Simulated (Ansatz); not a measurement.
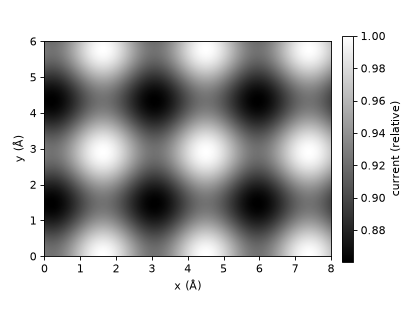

Simulated STM image (constant-height image 3.0 Å above the topmost atom, sample bias +1.00 V).

Model: Tersoff–Hamann, s-wave tip, no tip–sample forces. Bias windows are sharp sums over the levels of the k mesh.

### What is the lattice of this pattern?

The pattern repeats on a square lattice with shortest vectors of 2.9 Å at 90°, a cell of 8.3 Å², with 1 maximum above 60 % of the range in each cell.

The surface:

Ag(100) (Fm-3m bulk, 6 atomic planes (those closer than 0.6 Å count as one), 10 Å). The brightest spots lie over the top Ag atoms; the darkest points are over the sites above the Ag atoms 2.0 Å below the top plane. So weak a contrast (1.16 times) depends on the k-mesh and on the tip.

These are results of DFT PBEsol, scalar-relativistic, plane waves, PAW (Ansatz 0.2.0), not measurements. Cutoff 420 eV, 17 × 17 k-points, Gaussian smearing 0.1 eV, dipole correction. The slab is a cut without reconstruction beyond its cell, at the source's lattice constants, with its lower half held fixed and the rest relaxed. No spin polarisation. The run couldn't confirm all of its levels under its output density. The run warns that the functional's potential is rough in the thin density of the vacuum, where the tip is; weak contrasts and barriers may feel it.
